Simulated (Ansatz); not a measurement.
**MoS₄ (slab): density, localisation and related maps**

```xyz
5
Lattice="3.1415 0.0000 0.0000 -1.5708 2.7206 0.0000 0.0000 0.0000 48.5584" Properties=species:S:1:pos:R:3 pbc="T T T"
S     0.0000    1.8138    8.5002
S     0.0000    1.8138   22.7210
Mo    0.0000    0.0000   24.2792
S     0.0000    1.8138   25.8375
S     0.0000    1.8138   40.0583
```

Computed without spin polarisation.

These are results of DFT PBEsol, scalar-relativistic, plane waves, PAW in Ansatz, not measurements.

Core electrons are frozen (PAW), and the valence fields are smoothed inside the atomic spheres.

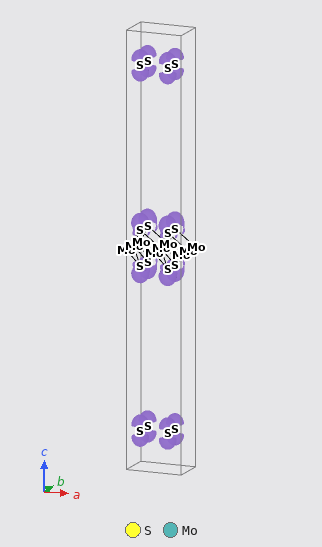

Figure 1. Isosurface of the ELF at 0.85 (purple), seen slightly off an axis. Only the valence region is drawn (cores and ρ < 0.01 e/Å³ removed). Sticks mark near contacts.

Identify the bonds, lone pairs and shells in this picture.

The surface consists of six lobes on S, pointing away from the bonds (lone pairs), counted in one cell of 5 atoms. Counts are for one cell; the picture repeats the cell along the surface. Profiles from the grid: Mo–S (2.39 Å): the ELF peaks at about 0.85 in the valence shell of S, 0.8 Å from its nucleus, and is about 0.45 at the midpoint.

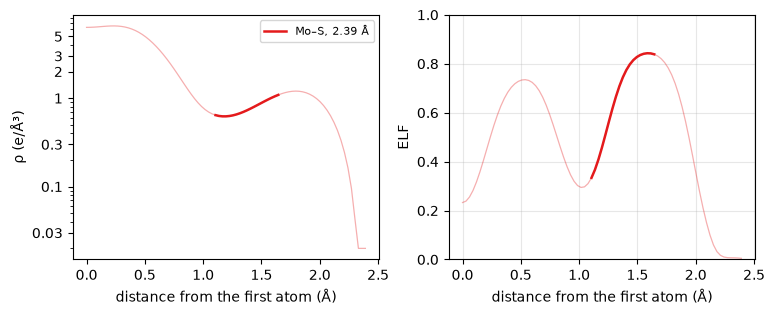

Figure 2. Valence charge density (pseudo) and electron localisation function along straight lines between neighbouring atoms. Thin, pale parts lie inside the atomic spheres.

What can be read from the curves?

Mo–S (2.39 Å): ρ at the midpoint is about 0.62 e/Å³; the ELF peaks at about 0.85 in the valence shell of S, 0.8 Å from its nucleus, and is about 0.45 at the midpoint.

Metal or insulator at this level of theory?

It is gapless in this calculation (a metal or semimetal).
